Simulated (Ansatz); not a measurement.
# BN: what the fields show

```
N B
1.0
     1.28803   -2.21816    0.00000
    -3.81985   -2.19262    0.00000
     0.00000    0.00000   -4.22685
N B
4 4
Direct
  0.50000 0.83333 0.87472
  0.00000 0.33333 0.87472
  0.00000 0.66667 0.37472
  0.50000 0.16667 0.37472
  0.50000 0.83333 0.50028
  0.00000 0.33333 0.50028
  0.00000 0.66667 0.00028
  0.50000 0.16667 0.00028
```

Space group P2₁; a structure from a database of computed crystals, not necessarily the ambient phase.

The calculation used Kohn-Sham DFT of a periodic cell, PBE, Ansatz PAW (Ansatz 0.2.0).

In a PAW calculation such maps are meaningful between the atoms, not at the nuclei.

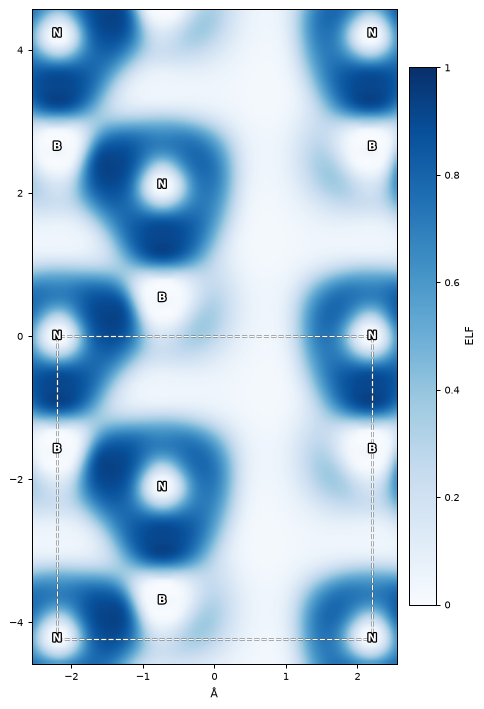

Figure 1. Electron localisation function on the (100) plane of the standardised cell.

What do the fields say about this system?

Answer. The plane passes through N and B nuclei.
B–N (1.58 Å): the ELF peaks at about 0.95 between the atoms: a polar covalent bond.

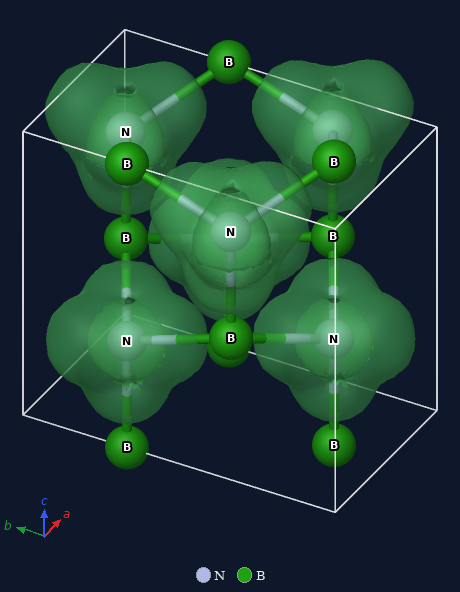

Figure 2. Isosurface of the electron localisation function at 0.7 (green), seen at an oblique angle. Only the valence region is drawn (cores and ρ < 0.01 e/Å³ removed). Sticks mark near contacts.

Where are the electrons localised?

Answer. The ELF exceeds this value in four regions on N in which the atom's valence shell and bonds are merged, counted in one cell of 8 atoms. Any copies at cell faces, edges or corners count once. Along the contacts the grid gives the following. B–N (1.56 Å): the ELF peaks at about 0.95 between the atoms; a polar covalent bond.

Does the calculation make it a metal, or give it a gap?

Answer. It is gapped, with a Kohn–Sham gap of 5.2 eV on the k-point mesh (the band edges may lie off the mesh, which would make the gap smaller).
